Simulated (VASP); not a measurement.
```xyz
10
Lattice="2.3556 0.0642 -0.0742 -1.1222 2.3409 0.0745 0.5854 -0.4251 20.3756" Properties=species:S:1:pos:R:3 pbc="T T T"
Al    1.2414    2.3857    0.0181
Al    0.8964    0.9966   10.1980
Co    1.8379    0.3736   18.2843
Co   -0.1954    1.7178    8.1580
Co    2.1976    0.1689    6.0589
Co    0.7253    1.0818   16.3290
Co    1.0819    0.8783    4.0516
Co   -0.3582    1.8143   14.3002
Co    2.0147    0.2902   12.2151
Co   -0.0232    1.6079    2.0784
```

Space group P1; a structure from a database of computed crystals, not necessarily the ambient phase; not relaxed (largest force 0.3 eV/Å); computed pressure about 5 GPa in this cell; spin-polarised.

Method: Kohn-Sham DFT of a periodic cell, PBE, VASP PAW PBE potentials, recommended in VASP.

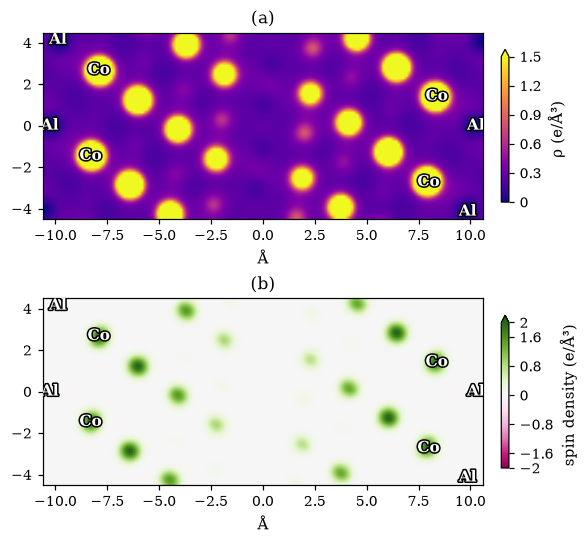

AlCo$_{4}$. (a) valence pseudo-density; (b) spin density on the (111) plane of the conventional cell.

Core electrons are frozen (PAW), and the valence fields are smoothed inside the atomic spheres.

Q: What do the fields say about this system?

A: Atoms in the plane: Al and Co. Atoms just off the plane (Al, 0.7 Å away and Co, 0.3 Å away) can leave unmarked features too. Al–Co (2.38 Å): the density is about 0.38 e/Å³ at the midpoint. Al–Co (2.44 Å): ρ is about 0.35 e/Å³ halfway. Between the atoms the lowest density in this plane is 0.18 e/Å³. The spin density sits on Co: +1.7 μB (×4) and +1.3 μB (×4) in one cell of 10 atoms: parallel main moments (a ferromagnetic arrangement) in this solution. The cell of the calculation (10 atoms) carries 11.5 μB of net spin moment.
